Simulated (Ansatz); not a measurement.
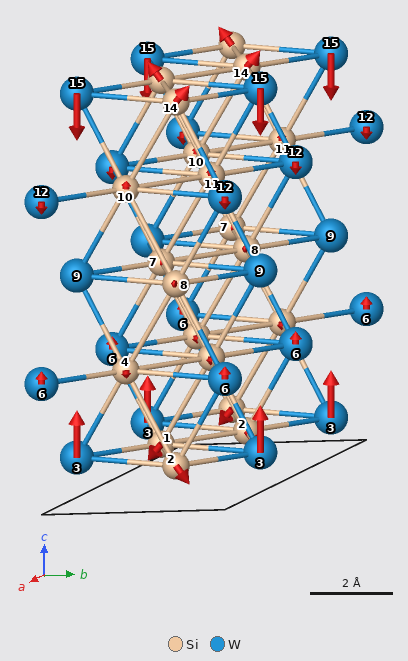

This is a relaxation of a slab of composition Si₂W (cut from the I4/mmm phase). The starting structure is drawn; red arrows show the displacements, 10 times their true length.

The picture is a ball-and-stick view of the 2 × 1 repeat of the cell, outlined in the plane, without the vacuum, seen slightly off an axis.

The slab is the (1 1 0) face of Si2W.

Level of theory: DFT PBE, scalar-relativistic, plane waves, PAW in Ansatz 0.2.0. (plane-wave cutoff 420 eV; k-point mesh 9 × 9 × 1; occupations gaussian; smearing width 0.1 eV; no spin polarisation; dipole correction; atoms relaxed in a fixed cell; force threshold 0.02 eV/Å; at most 60 steps)

Q: Atoms of which element are displaced furthest, and by how much?

A: Tungsten: up to 0.12 Å, against 0.06 Å for silicon.

Q: Describe the change and its energy.

A: The largest moves relative to the layer's centre, 0.12 Å, are those of W atoms. By element the largest moves are W 0.12 Å, Si 0.06 Å. The cell doesn't change. Near-neighbour distances that change, for instance: Si–W 2.628 → 2.509 Å, Si–Si 2.603 → 2.531 Å, W–W 3.229 → 3.168 Å, Si–W 2.628 → 2.678 Å. After 4 geometry steps the energy has fallen by 0.334 eV per cell of the calculation. The largest force component goes from 1.9 to 0.0091 eV/Å. The run took 2.6 min on 4 threads of Arm Neoverse V1, on a shared host, peak memory 1.3 GiB.
